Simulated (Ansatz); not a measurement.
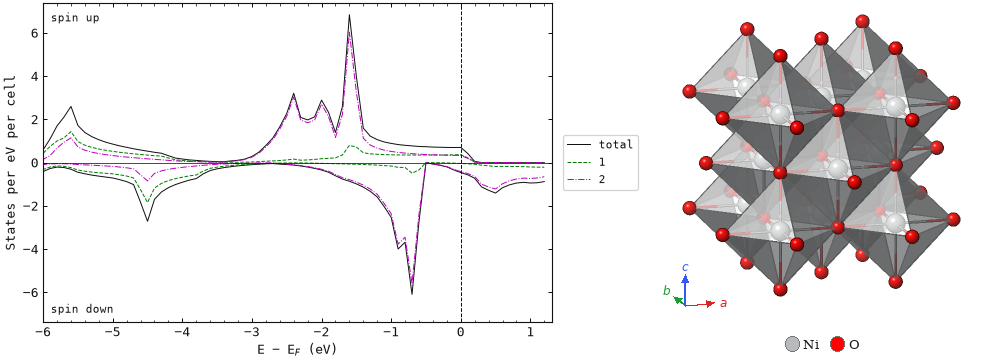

Density of states, beside the structure. Energies are counted from the Fermi level. The partial curves are projected on Löwdin-orthogonalised atomic shells. Spin-down states are drawn negative.

The material is NiO, space group Fm-3m (No. 225), 2 atoms in the cell; a = 2.98 Å, b = 2.98 Å, c = 2.98 Å, α = 60.00°, β = 60.00°, γ = 60.00°.

Level of theory: DFT PBE, scalar-relativistic, plane waves, PAW, spin-polarised, 18×18×18 k mesh, 420 eV cutoff, Gaussian smearing of 0.1 eV; code Ansatz.

### The numbered curves are projections. Which is which? The candidates: Ni, O.

1 is O; 2 is Ni.

### Metal or insulator, and how many states lie at the Fermi level?

It is a metal. The density of states at the Fermi level is about 0.97 per eV and cell (mean within 0.25 eV), or 0.49 per atom.
